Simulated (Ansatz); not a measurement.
SnO

```yaml
crystal:
  lattice:
    - [5.07395, -0.01015, 0.00000]
    - [-0.01015, 5.07395, 0.00000]
    - [0.00000, 0.00000, 5.07395]
  atoms:
    - { symbol: Sn, position: [0.00000, 0.00000, 0.00000] }
    - { symbol: Sn, position: [0.50000, 0.50000, 0.00000] }
    - { symbol: Sn, position: [0.50000, 0.00000, 0.50000] }
    - { symbol: Sn, position: [0.00000, 0.50000, 0.50000] }
    - { symbol: O, position: [0.50000, 0.00000, 0.00000] }
    - { symbol: O, position: [0.00000, 0.50000, 0.00000] }
    - { symbol: O, position: [0.00000, 0.00000, 0.50000] }
    - { symbol: O, position: [0.50000, 0.50000, 0.50000] }
```

Space group Immm; started from the rocksalt prototype, which need not be the ambient phase; changed on purpose from its base cell (shear xy strain -0.4%).

These are results of Ansatz 0.2.0, DFT, HSE06, plane waves, PAW, not measurements.

What can the converged valence pseudo-density and electron localisation function tell about the bonding?

Answer. Sn–O (2.54 Å): ρ at the midpoint is about 0.27 e/Å³; the ELF is about 0.20 at the midpoint: no shared electron pair shows on this line.

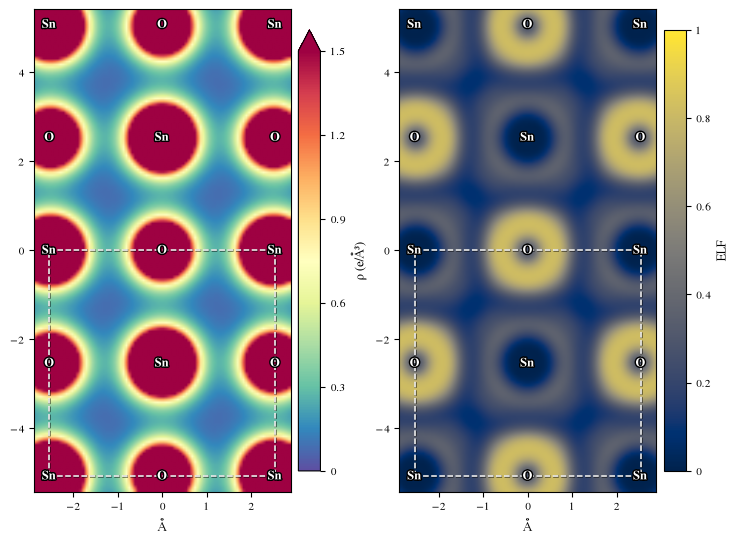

Computed valence pseudo-density and electron localisation function on the (010) plane of the standardised cell, in this order. 

The density is the valence pseudo-density of a PAW calculation; it isn't the true density close to the nuclei.
